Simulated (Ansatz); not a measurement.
# SnO$_{2}$: what the fields show

```
Sn O
1.0
     5.14396    0.00000    0.00000
     0.00000    5.14396    0.00000
     0.00000    0.00000    5.14396
Sn O
4 8
Cartesian
  0.0000 0.0000 0.0000
  2.5720 2.5720 0.0000
  2.5720 0.0000 2.5720
  0.0000 2.5720 2.5720
  1.2860 1.2860 1.2860
  3.8580 3.8580 1.2860
  3.8580 1.2860 3.8580
  1.2860 3.8580 3.8580
  3.8580 1.2860 1.2860
  1.2860 3.8580 1.2860
  1.2860 1.2860 3.8580
  3.8580 3.8580 3.8580
```

Space group Fm-3m; a structure from a database of computed crystals, not necessarily the ambient phase.

All numbers below come from DFT PBE, scalar-relativistic, plane waves, PAW (Ansatz).

Core electrons are frozen (PAW), and the valence fields are smoothed inside the atomic spheres.

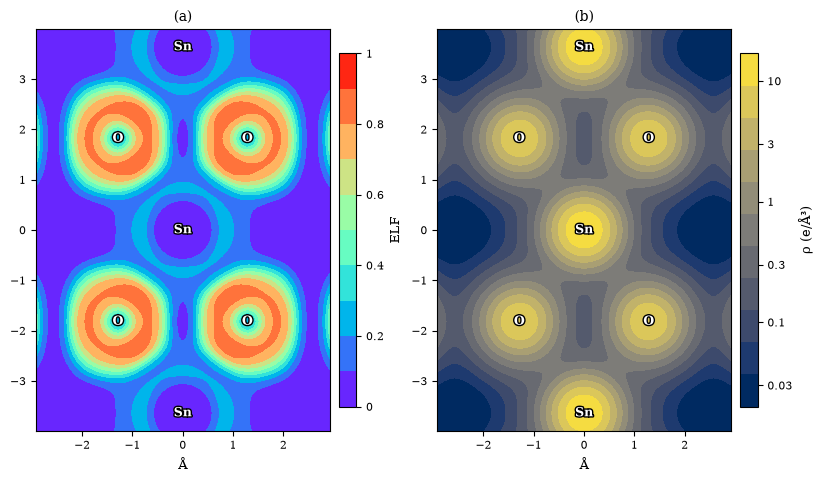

Figure 1. (a) ELF; (b) valence charge density (pseudo) on the (011) plane of the conventional cell.

Question: Read the bonding off the picture.

Answer:
- The section cuts through Sn and O sites.
- Sn–O (2.23 Å): ρ at the midpoint is about 0.47 e/Å³; the ELF peaks at about 0.85 in the valence shell of O, 0.6 Å from its nucleus, and is about 0.25 at the midpoint; no shared electron pair shows on this line.
- Between the atoms the lowest density in this plane is 0.02 e/Å³.

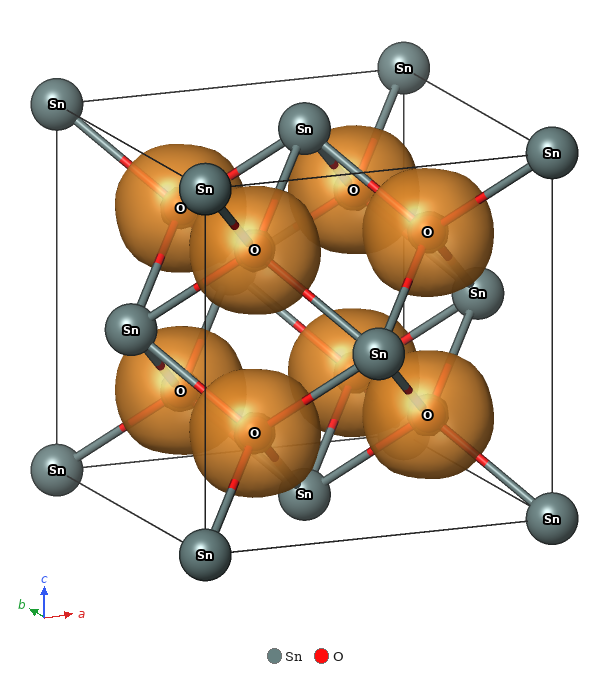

Figure 2. Isosurface of the ELF at 0.6 (orange), seen slightly off an axis. Only the valence region is drawn (cores and ρ < 0.01 e/Å³ removed). Sticks mark near contacts.

Question: Where are the electrons localised?

Answer: At this value the surface marks out eight regions wrapped around O (the valence shell of each), counted in one cell of 12 atoms. Regions shared between cells count once.

Question: Does the calculation make it a metal, or give it a gap?

Answer: It is gapless in this calculation (a metal or semimetal).
